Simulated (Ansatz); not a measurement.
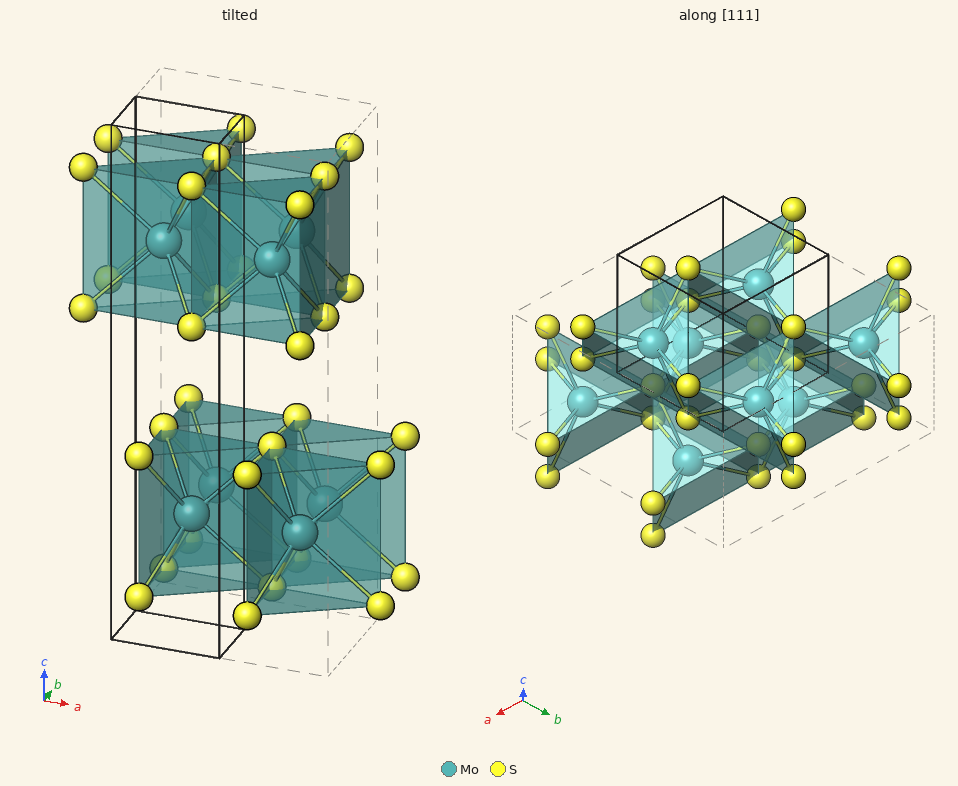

We look at a polyhedral model of the crystal slightly off an axis and along [111]. The drawing covers 2×2×1 cells, and the solid lines enclose one conventional unit cell. Some atoms of the next cells are drawn as well.

- Formula: MoS$_{2}$.
- Space group: P6_3/mmc (No. 194). Lattice: primitive hexagonal.
- Type of structure: 2H molybdenite (MoS₂) type.
- The cell holds 6 atoms (2 Mo, 4 S), Z = 2.
- The polyhedra are MoS6 trigonal prisms; they share edges.
- Mo is coordinated by six S in a trigonal prismatic arrangement. S bonds to three Mo in a trigonal pyramidal arrangement. Not all metal-metal contacts are counted.
- The bonds build MoS2 layers parallel to (001).

The structure was taken from a structure listed in the Materials Project. It was relaxed with DFT PBEsol, scalar-relativistic, plane waves, PAW (Ansatz) under a constraint or pressure on the cell, so some stress remains.

At this level of theory the cell isn't at rest (compressed, at 8 GPa), so its distances can differ from those at equilibrium, the more so the softer the solid.
